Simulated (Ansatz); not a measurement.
Co$_{3}$Si: geometry relaxation (part 3 of 3)

Co$_{3}$Si (P6₃/mmc, 8 atoms in the cell); DFT PBEsol, scalar-relativistic, plane waves, PAW (Ansatz 0.2.0); cutoff 420 eV, 12×12×10 k-mesh, Gaussian smearing of 0.1 eV, collinear spins. The structure derives from a Materials Project entry. The run did not end well.

Geometry of the input (Å; fractional positions):
```
4.9765  0.0000  0.0000
-2.4882  4.3097  0.0000
0.0000  0.0000  3.9728
Co 0.1675  0.3349  0.7500
Co 0.6651  0.8325  0.7500
Co 0.1675  0.8325  0.7500
Co 0.8325  0.6651  0.2500
Co 0.3349  0.1675  0.2500
Co 0.8325  0.1675  0.2500
Si 0.6667  0.3333  0.7500
Si 0.3333  0.6667  0.2500
```

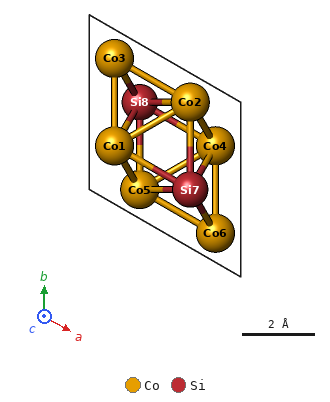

**Figure 1.** The geometry at step 7 of the log (ball-and-stick view of the cell of the calculation, along the c axis; atoms are numbered from 1 in the order of the input).

### Diagnosis

The run was cut off by its time limit, so the output is incomplete. The program warns: some starting moments were not kept.
